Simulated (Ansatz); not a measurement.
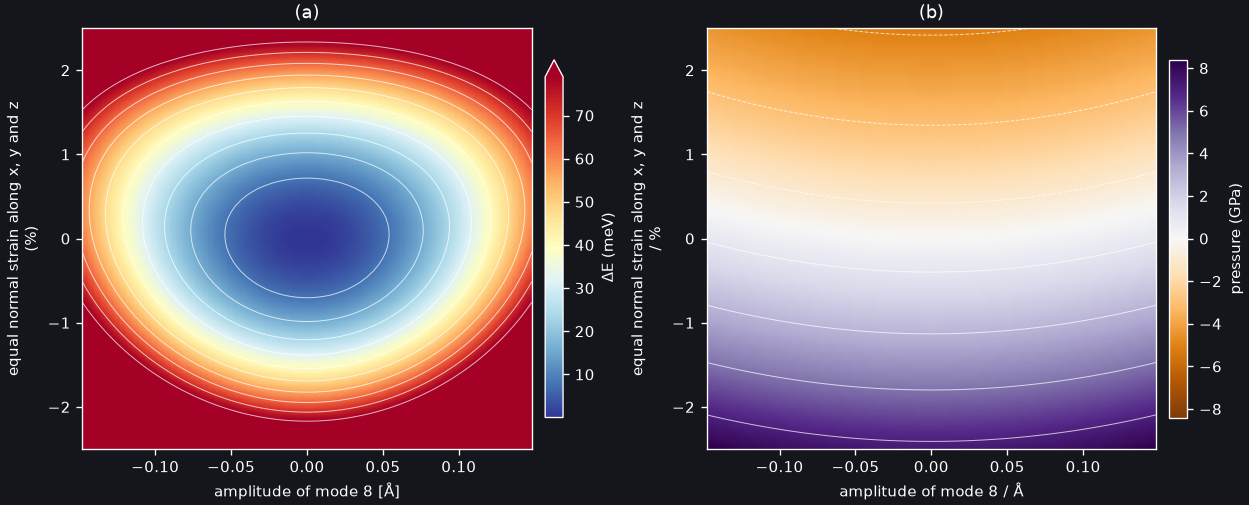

SrO (P6_3/mmc, No. 194; 4 atoms in the cell). The energy is mapped over a normal mode and a strain (zone-centre modes of the 4-atom cell of this scan) (x along [1 0 0], y along [1 2 0], z along [0 0 1] of the conventional cell). First axis: amplitude of mode 8 (198 cm⁻¹), largest displacement in the unstrained cell. Second axis: equal normal strain along x, y and z. Nothing is relaxed (the pattern is fixed in fractional coordinates). Grid: 11 × 7 points; 42 points were computed and 35 follow by symmetry. Points are written as (first, second). Energies: meV per cell, counted from the lowest grid point. The calculation used DFT PBE, scalar-relativistic, plane waves, PAW in Ansatz. Settings: cutoff 520 eV, k-mesh 9×9×4 in the order of the run's cell vectors, gaussian smearing 0.05 eV, no spin polarisation.

Panel (a) is the energy and panel (b) the computed pressure on the same grid.

In the figure: a smooth colour map with a few white contour lines, one colour for all values above the top of the scale. Between grid points the surface is interpolated.

How does the pressure vary over the map, and what is it at the lowest grid point?

It runs from −5.1 GPa at (0.000 Å, 2.50 %) to 8.4 GPa at (−0.148 Å, −2.50 %). At the lowest grid point, (0.000 Å, 0.00 %), it is 0.0 GPa.
